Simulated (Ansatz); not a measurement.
The compound is AlGaN2 (space group R-3m, No. 166), taken as the input geometry of an electronic-structure calculation (not necessarily at equilibrium); the starting structure was generated, so it need not be a known form of this composition.

```yaml
crystal:
  lattice:
    - [2.92055, 0.00000, 0.00000]
    - [-1.46028, 2.52927, 0.00000]
    - [0.00000, 0.00000, 14.31208]
  atoms:
    - { symbol: Al, position: [0.00000, 0.00000, 0.00000] }
    - { symbol: Ga, position: [0.66667, 0.33333, 0.83333] }
    - { symbol: N, position: [0.33333, 0.66667, 0.92007] }
    - { symbol: N, position: [0.00000, 0.00000, 0.74660] }
    - { symbol: Al, position: [0.66667, 0.33333, 0.33333] }
    - { symbol: Ga, position: [0.33333, 0.66667, 0.16667] }
    - { symbol: N, position: [0.00000, 0.00000, 0.25340] }
    - { symbol: N, position: [0.66667, 0.33333, 0.07993] }
    - { symbol: Al, position: [0.33333, 0.66667, 0.66667] }
    - { symbol: Ga, position: [0.00000, 0.00000, 0.50000] }
    - { symbol: N, position: [0.66667, 0.33333, 0.58673] }
    - { symbol: N, position: [0.33333, 0.66667, 0.41327] }
```

Describe how the polyhedra about Ga are linked (bonds: Ga–N below 2.4 Å).

Ga: GaN6 octahedron, sharing edges with six neighbours.

They form layers of edge-sharing octahedra parallel to (001). Their corner atoms also have Al as close neighbours (those links are not drawn).

Centre to centre across a shared edge: 2.92 Å.

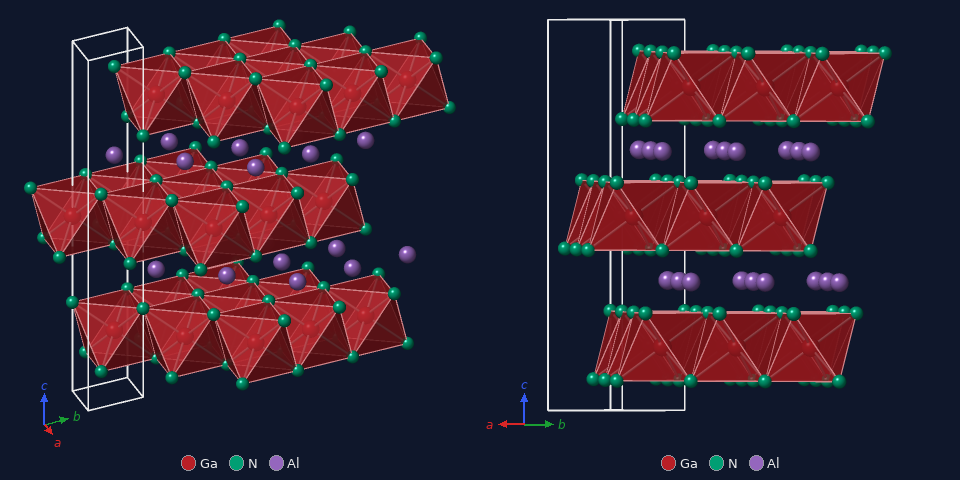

Polyhedra are drawn about Ga (bonds: Ga–N below 2.4 Å); other atoms are plain spheres. Two views of the same piece.
